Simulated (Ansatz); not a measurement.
Structure: a (111) slab cut from HfO2 (Fm-3m), of composition Hf12H2O25 (not the bulk's), ended by O planes, 39 atoms in the cell, the whole at its places in the relaxed adsorbed structure; a = 7.17 Å, b = 7.17 Å, c = 26.89 Å, α = 90.00°, β = 90.00°, γ = 120.00°.

Level of theory: DFT PBE+D3(BJ), scalar-relativistic, plane waves, PAW, no spin polarisation, 3×3×1 k mesh; code Ansatz.

What does the potential across the slab give for the band edges against vacuum?

From the vacuum level at the right face the ionisation potential is 6.67 eV and the electron affinity 2.51 eV; at the left face they are 6.38 and 2.22 eV. The slab's gap, their difference before rounding, is 4.17 eV. The vacuum levels differ by 0.29 eV, so the slab carries a dipole along its normal. The outermost atoms are 9.2 Å apart, which leaves 17.7 Å of vacuum in a cell 26.9 Å high.

The atoms aren't at rest in this cell (largest force 1.3 eV/Å), so the relaxed material can differ. Spin-orbit coupling is left out, which matters for Hf.

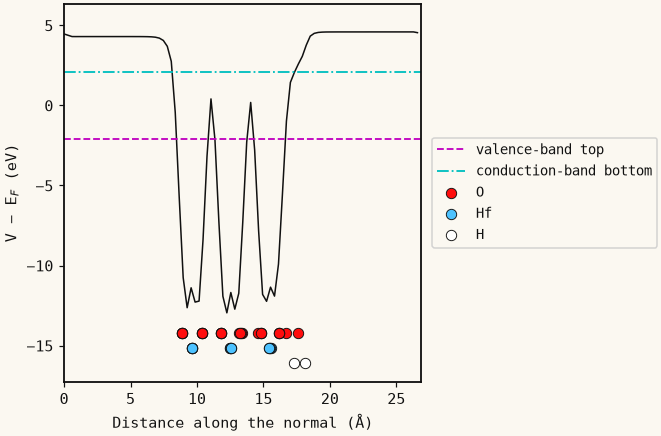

Plane-averaged electrostatic potential energy of an electron across the slab; circles at the bottom mark the heights of the atoms.
